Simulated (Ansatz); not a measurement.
**Two runs on KBr**

System: KBr (2 atoms in the cell).
Method of the first run: Kohn-Sham DFT of a periodic cell, PBE with D3(BJ), all-electron LAPW, scalar-relativistic, no spin polarisation (Ansatz 0.2.0).

The structure derives from an entry of the Crystallography Open Database. Text and figures count atoms from 1; the logs count them from 0 in places.

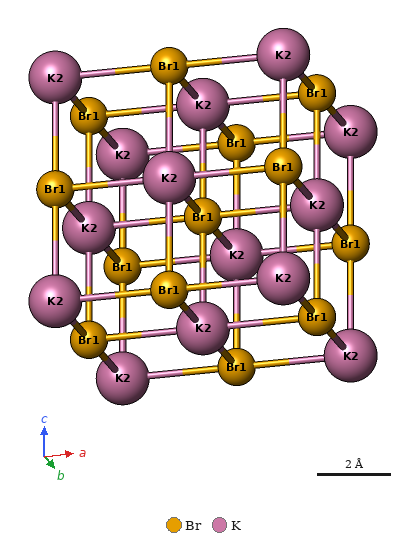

Figure 1. The structure as given in the input (ball-and-stick view of the cell 4 times as large as that of the calculation, set on its symmetry axes, seen at an oblique angle; atoms are numbered from 1 in the order of the input).

## The input, the first run
```yaml
crystal:
  lattice:
    - [0.0, 3.3, 3.3]
    - [3.3, 0.0, 3.3]
    - [3.3, 3.3, 0.0]
  atoms:
    - { symbol: Br, position: [0.5, 0.5, 0.5] }
    - { symbol: K, position: [0.0, 0.0, 0.0] }
kpoints:
  mp_grid: { grid: [7, 7, 7] }
scf:
  occupations: { method: fermi_dirac, width: 0.05 }
hamiltonian:
  xc: pbe
  dispersion: d3bj
  pseudopotentials: { kind: all_electron, lapw: { basis_error: 0.001 } }
output:
  forces: true
  stress: true
relax:
  f_tol: 0.01
  max_steps: 60
  cell: {}
```

Command:
```bash
ansatz run input.yaml --threads 1 --pin off --max-ram 3072MiB --backend cpu --events-out ev --progress --plain --runs-dir out
```

Hardware: 1 thread of Arm Neoverse V2, 24 GiB of memory available, shared host.

## Output, shortened to warnings, some set-up lines, iterations and results (the first run)
```
Basis set: ecut = 136.9154270150183 eV, 259 PW (Γ), exchange–correlation at level 2
Symmetry: 48 space group operations
k-points: 20 of 343
Initial density: superposition of atomic densities (chi_scale 0.1, normalization cell, long waves kept (reshape's long-wave potential 0.00 eV rms))
[...]
SCF iter   1: F=—  HF=-87313.883025 eV  |F-HF|=—  |Δ(HF+E_count)|=         —  Δρ=1.47e-2  dr2=4.10e-1  ethr=1.21e-3  ⟨swp⟩=2.0  Hψ=2685  notcnv=0
SCF iter   2: F=—  HF=-87313.702733 eV  |F-HF|=—  |Δ(HF+E_count)|=   1.80e-1  Δρ=3.44e-3  dr2=2.01e-2  ethr=5.92e-5  ⟨swp⟩=2.0  Hψ=2285  notcnv=0
SCF iter   3: F=—  HF=-87313.709934 eV  |F-HF|=—  |Δ(HF+E_count)|=         —  Δρ=1.99e-3  dr2=7.14e-3  ethr=5.92e-5  ⟨swp⟩=2.0  Hψ=1379  notcnv=0
SCF iter   4: F=—  HF=-87313.715089 eV  |F-HF|=—  |Δ(HF+E_count)|=   5.15e-3  Δρ=3.29e-4  dr2=1.61e-4  ethr=2.10e-5  ⟨swp⟩=3.0  Hψ=1403  notcnv=0
SCF iter   5: F=—  HF=-87313.715388 eV  |F-HF|=—  |Δ(HF+E_count)|=   3.00e-4  Δρ=5.82e-5  dr2=4.22e-6  ethr=4.72e-7  ⟨swp⟩=3.0  Hψ=1352  notcnv=0
[... 14 lines ...]
relax step   3: F+E_penalty+E_count = -87313.71626764 eV  Δ(F+E_penalty+E_count) = -2.494e-4 eV  max|allowed force component| = 3.229e-30 eV/Å  Δτ_max = 0.0000 Å  P = +0.004 …
SCF iter   1: F=—  HF=-87313.716294 eV  |F-HF|=—  |Δ(HF+E_count)|=         —  Δρ=3.64e-6  dr2=2.45e-8  ethr=7.11e-11  ⟨swp⟩=7.2  Hψ=2481  notcnv=0
SCF iter   2: F=-87313.716268 eV  HF=-87313.716268 eV  |F-HF|=5.65e-9  |Δ(HF+E_count)|=   2.61e-5  Δρ=1.78e-6  dr2=5.69e-9  ethr=7.11e-11  ⟨swp⟩=3.0  Hψ=1460  notcnv=0
SCF 4 converged in 2 iterations: F = -87313.716268 eV  dr2 = 5.69e-9
relax step   4: F+E_penalty+E_count = -87313.71626829 eV  Δ(F+E_penalty+E_count) = -6.530e-7 eV  max|allowed force component| = 3.180e-30 eV/Å  Δτ_max = 0.0000 Å  P = +0.004 …
basis re-selected at this cell: Δ(F+E_penalty+E_count) = -6.530e-7 eV, ΔP = -0.000 GPa vs the last step (what re-selecting the basis moved, after the strain that the cell walked since its last selection, with what the two solves' SCF thresholds leave and, on support functions, any second-order …
SCF converged after 2 iterations
Free energy (F): -87313.716268 eV
Harris-Foulkes:  -87313.716268 eV  (|F-HF|=5.65e-9)
Internal energy: -87313.716268 eV  (E = F + TS)
E sigma→0 (E₀):  -87313.716268 eV
Fermi energy:    4.567567 eV
--- Per-component energies (eV) ---
  E_band       = -2102.801465
  E_kinetic    = 89209.405188
  E_xc         = -3422.955324
  E_electrostatic = -173099.745491  (all electrons and nuclei)
  E_disp       = -0.420641  (pairwise vdW)
  E_smearing   = -0.000000  (= −TS)
  E_closure    = 0.000000  (closes the sum)
  E_atoms      = -87307.119739  (free atoms, spherical and without spin; not in F)
  Σ components = -87313.716268   (vs F -87313.716268, Δ=0.00e0)
  Basis errors (estimates in eV, not in F): energy 4.6e-4 per atom: plane waves 4.2e-4 (2.3e-4 summed), levels above the bands 1.4e-48, relativity 1.6e-8, radial functions 3.7e-5, core shells 4.8e-7; eigenvalues (radial functions only) 2.4e-6; not estimated: angular momenta, meshes, grids; target …
--- Forces (eV/Å), atoms counted from 1 ---
  atom   1  Br    -0.00000000     0.00000000    -0.00000000
  atom   2  K      0.00000000    -0.00000000    -0.00000000
  max |Σ_I F_I| component: 6.26e-30 eV/Å
--- Stress (GPa, compression-positive) ---
        0.004026      -0.000000      -0.000000
       -0.000000       0.004026      -0.000000
       -0.000000      -0.000000       0.004026
  P = ⅓ Tr σ = 0.0040 GPa (0.040 kbar)
--- Relaxed structure (3 steps of the walk, 3 accepted, 1 SCFs on fresh bases) ---
  F+E_penalty+E_count = -87313.71626829 eV   max|allowed force component| = 3.180e-30 eV/Å   (the final SCF, on the basis selected at the relaxed cell)
  cell:  # Å, volume = 70.7190 Å³
    - [1.464919459457482e-33, 3.282228050108917, 3.282228050108917]
    - [3.282228050108917, 1.3120582984706143e-33, 3.282228050108917]
    - [3.282228050108917, 3.282228050108917, 6.623983642764267e-34]
  atoms:
    - { symbol: Br, position: [0.5000000000000001, 0.5000000000000001, 0.5000000000000001] }
[...]
```

For the second run the input was changed thus:
```diff
-  xc: pbe
+  xc: blyp
-  f_tol: 0.01
+  f_tol: 0.02
```

Predict how the results change.

The total energies belong to different methods, so their difference says nothing on which is more stable or more accurate. The volume per atom goes from 35.36 to 34.22 Å³. The functional changes from PBE to BLYP. The SCF takes 18 iterations over all geometry steps against 16.

## Output, shortened to warnings, some set-up lines, iterations and results (the second run)
```
Basis set: ecut = 136.9182539422197 eV, 259 PW (Γ), exchange–correlation at level 2
Symmetry: 48 space group operations
k-points: 20 of 343
Initial density: superposition of atomic densities (chi_scale 0.1, normalization cell, long waves kept (reshape's long-wave potential 0.00 eV rms))
[...]
SCF iter   1: F=—  HF=-87332.038756 eV  |F-HF|=—  |Δ(HF+E_count)|=         —  Δρ=1.64e-2  dr2=5.05e-1  ethr=1.49e-3  ⟨swp⟩=2.0  Hψ=2685  notcnv=0
SCF iter   2: F=—  HF=-87331.773933 eV  |F-HF|=—  |Δ(HF+E_count)|=   2.65e-1  Δρ=3.49e-3  dr2=2.00e-2  ethr=5.90e-5  ⟨swp⟩=2.0  Hψ=2290  notcnv=0
SCF iter   3: F=—  HF=-87331.770490 eV  |F-HF|=—  |Δ(HF+E_count)|=   3.44e-3  Δρ=2.08e-3  dr2=7.83e-3  ethr=5.89e-5  ⟨swp⟩=2.0  Hψ=1377  notcnv=0
SCF iter   4: F=—  HF=-87331.771700 eV  |F-HF|=—  |Δ(HF+E_count)|=   1.21e-3  Δρ=2.81e-4  dr2=1.07e-4  ethr=2.30e-5  ⟨swp⟩=2.0  Hψ=1343  notcnv=0
SCF iter   5: F=—  HF=-87331.771725 eV  |F-HF|=—  |Δ(HF+E_count)|=   2.56e-5  Δρ=3.77e-5  dr2=1.06e-6  ethr=3.15e-7  ⟨swp⟩=2.9  Hψ=1321  notcnv=0
[... 16 lines ...]
relax step   3: F+E_penalty+E_count = -87331.77976907 eV  Δ(F+E_penalty+E_count) = -2.105e-3 eV  max|allowed force component| = 3.336e-30 eV/Å  Δτ_max = 0.0000 Å  P = +0.041 …
SCF iter   1: F=—  HF=-87331.779703 eV  |F-HF|=—  |Δ(HF+E_count)|=         —  Δρ=1.84e-6  dr2=3.42e-9  ethr=8.26e-12  ⟨swp⟩=8.8  Hψ=2814  notcnv=0  reapply=2
SCF iter   2: F=-87331.779769 eV  HF=-87331.779769 eV  |F-HF|=1.88e-9  |Δ(HF+E_count)|=   6.64e-5  Δρ=9.30e-7  dr2=5.96e-10  ethr=8.26e-12  ⟨swp⟩=4.0  Hψ=1617  notcnv=0
SCF 4 converged in 2 iterations: F = -87331.779769 eV  dr2 = 5.96e-10
relax step   4: F+E_penalty+E_count = -87331.77976930 eV  Δ(F+E_penalty+E_count) = -2.340e-7 eV  max|allowed force component| = 4.347e-30 eV/Å  Δτ_max = 0.0000 Å  P = +0.041 …
basis re-selected at this cell: Δ(F+E_penalty+E_count) = -2.340e-7 eV, ΔP = -0.000 GPa vs the last step (what re-selecting the basis moved, after the strain that the cell walked since its last selection, with what the two solves' SCF thresholds leave and, on support functions, any second-order …
SCF converged after 2 iterations
Free energy (F): -87331.779769 eV
Harris-Foulkes:  -87331.779769 eV  (|F-HF|=1.88e-9)
Internal energy: -87331.779769 eV  (E = F + TS)
E sigma→0 (E₀):  -87331.779769 eV
Fermi energy:    5.186048 eV
--- Per-component energies (eV) ---
  E_band       = -2082.766153
  E_kinetic    = 89234.987330
  E_xc         = -3440.975872
  E_electrostatic = -173124.770679  (all electrons and nuclei)
  E_disp       = -1.020549  (pairwise vdW)
  E_smearing   = -0.000000  (= −TS)
  E_closure    = 0.000000  (closes the sum)
  E_atoms      = -87325.100412  (free atoms, spherical and without spin; not in F)
  Σ components = -87331.779769   (vs F -87331.779769, Δ=0.00e0)
  Basis errors (estimates in eV, not in F): energy 7.6e-4 per atom: plane waves 7.3e-4 (6.0e-4 summed), levels above the bands 1.1e-47, relativity 1.2e-7, radial functions 3.4e-5, core shells 6.5e-7; eigenvalues (radial functions only) 2.6e-6; not estimated: angular momenta, meshes, grids; target …
--- Forces (eV/Å), atoms counted from 1 ---
  atom   1  Br     0.00000000    -0.00000000     0.00000000
  atom   2  K     -0.00000000     0.00000000    -0.00000000
  max |Σ_I F_I| component: 8.66e-30 eV/Å
--- Stress (GPa, compression-positive) ---
        0.040811       0.000000      -0.000000
        0.000000       0.040811      -0.000000
       -0.000000      -0.000000       0.040811
  P = ⅓ Tr σ = 0.0408 GPa (0.408 kbar)
--- Relaxed structure (3 steps of the walk, 3 accepted, 1 SCFs on fresh bases) ---
  F+E_penalty+E_count = -87331.77976930 eV   max|allowed force component| = 4.347e-30 eV/Å   (the final SCF, on the basis selected at the relaxed cell)
  cell:  # Å, volume = 68.4387 Å³
    - [1.655995910691066e-34, 3.2465633581996554, 3.2465633581996554]
    - [3.2465633581996554, 1.2738430082238982e-35, 3.2465633581996554]
    - [3.2465633581996554, 3.2465633581996554, -4.84060343125081e-34]
  atoms:
    - { symbol: Br, position: [0.49999999999999994, 0.49999999999999994, 0.49999999999999994] }
[...]
```

## The two runs side by side

| quantity | the first run | the second run |
| --- | --- | --- |
| outcome | converged | converged |
| free energy per atom (eV) | −43656.8581 | −43665.8899 |
| pressure (GPa) | 0.00 | 0.04 |
| volume per atom (Å³) | 35.36 | 34.22 |
| largest force (eV/Å) | 0.000 | 0.000 |
| SCF iterations | 16 | 18 |
| irreducible k-points | 20 | 20 |
| wall time (shared host) | 6.1 s | 6.8 s |
